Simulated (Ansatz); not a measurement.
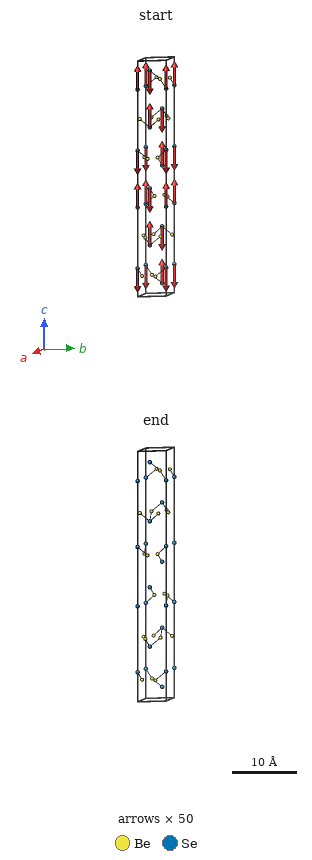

The structure of solid Be3Se2 (built on the corundum_167 type) before (top) and after (bottom) a relaxation, at one scale. The red arrows give the displacements (the part carried along by the change of the cell is left out), 50 times their true length.

A ball-and-stick model of the conventional cell (3 times the calculation's cell), seen slightly off an axis. Lengths and directions refer to the drawn axes.

Case: corundum type (R-3c, No. 167).

Computed with Ansatz 0.2.0, DFT PBE, scalar-relativistic, plane waves, PAW. (plane-wave cutoff 420 eV; k-point mesh 6 × 6 × 6; occupations gaussian; smearing width 0.02 eV; no spin polarisation; cell and atoms relaxed; force threshold 0.01 eV/Å; at most 80 steps)

**What changed between the two?**

The largest moves relative to the cell, 0.078 Å, are those of Se atoms. Largest moves by element: Se 0.078 Å, Be 0.002 Å. Cell: a = b 4.591 → 4.580 Å (−0.2 %), c 37.138 → 39.447 Å (+6.2 %). Volume +5.7 %. The space group stays R-3c (No. 167). The energy falls by 0.8 meV per atom in 5 accepted moves (7 points after the start). Largest force component: 0.0055 eV/Å at the start, 0.0013 eV/Å at the end. The pressure goes from 0.09 to 0.01 GPa. The line search rejected the trial step at point 3 of the run. At 1 point the geometry stayed and the basis and grid were re-selected for the new cell (energy shift of 0.1 meV per atom at most each time).
